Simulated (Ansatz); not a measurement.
System: Ti3Al2.

Input file:

```
crystal:
  lattice:
    - [6.543721148, 0.0, 0.0]
    - [0.0, 6.543721148, 0.0]
    - [0.0, 0.0, 3.9528050227]
  atoms:
    - { symbol: Ti, position: [0.0, 0.0, 0.0] }
    - { symbol: Ti, position: [0.5, 0.5, 0.5] }
    - { symbol: Ti, position: [0.8985507347, 0.3009111971, 0.5] }
    - { symbol: Ti, position: [0.1014492653, 0.6990888029, 0.5] }
    - { symbol: Ti, position: [0.6990888029, 0.8985507347, 0.5] }
    - { symbol: Ti, position: [0.3009111971, 0.1014492653, 0.5] }
    - { symbol: Al, position: [0.7997578036, 0.6017323431, 0.0] }
    - { symbol: Al, position: [0.2002421964, 0.3982676569, 0.0] }
    - { symbol: Al, position: [0.6017323431, 0.2002421964, 0.0] }
    - { symbol: Al, position: [0.3982676569, 0.7997578036, 0.0] }
basis:
  ecutwfc: 420
kpoints:
  mp_grid: { grid: [6, 6, 8] }
hamiltonian:
  xc: pbe
scf:
  occupations: { method: gaussian, width: 0.1 }
output:
  forces: true
  stress: true
  eigenvalues: true
  write_density: true
  write_potential: true
  elf: true
  volumetric_format: npy
relax:
  adjacent_minimum: "off"
  f_tol: 0.01
  max_steps: 30
  cell: { stress_tol: 0.1, fix: [volume] }
```

Run with:

```sh
ansatz run input.yaml --threads 1 --pin off --max-ram 2560MiB --backend cpu --events-out ev --progress --plain --runs-dir out
```

Below, planes, directions and counts refer to the conventional cell (a = 6.54 Å, b = 6.54 Å, c = 3.95 Å, α = 90.00°, β = 90.00°, γ = 90.00°).

The fields are those of the relaxed geometry.

Space group P4/m; a generated structure, not necessarily the stable one; changed on purpose from its base cell (volume × 1.03, shape and atoms relaxed); computed pressure about −3 GPa in this cell; computed without spin polarisation.

Method: DFT PBE, scalar-relativistic, plane waves, PAW (Ansatz).

### What will maps of the valence pseudo-density and electron localisation function show?

Al–Al (2.93 Å): ρ is about 0.2 e/Å³ halfway; the ELF peaks at about 0.65 between the atoms.
Ti–Al (2.91 Å): ρ at the midpoint is about 0.2 e/Å³; the ELF is about 0.45 at the midpoint.

### Does the calculation make it a metal, or give it a gap?

It is metallic or semimetallic at this level of theory: no gap opens.

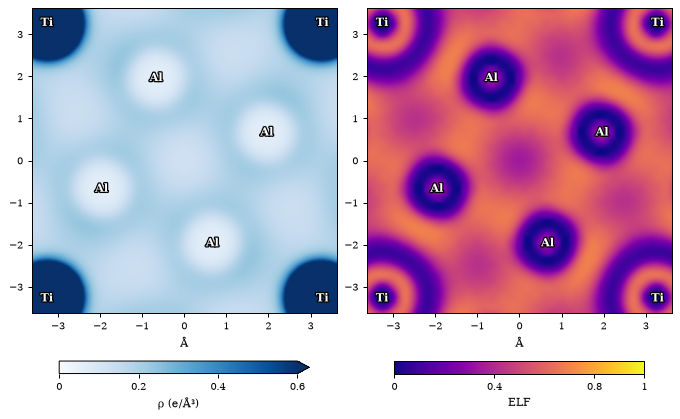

Computed valence pseudo-density and electron localisation function on the (001) plane of the conventional cell, in this order. 
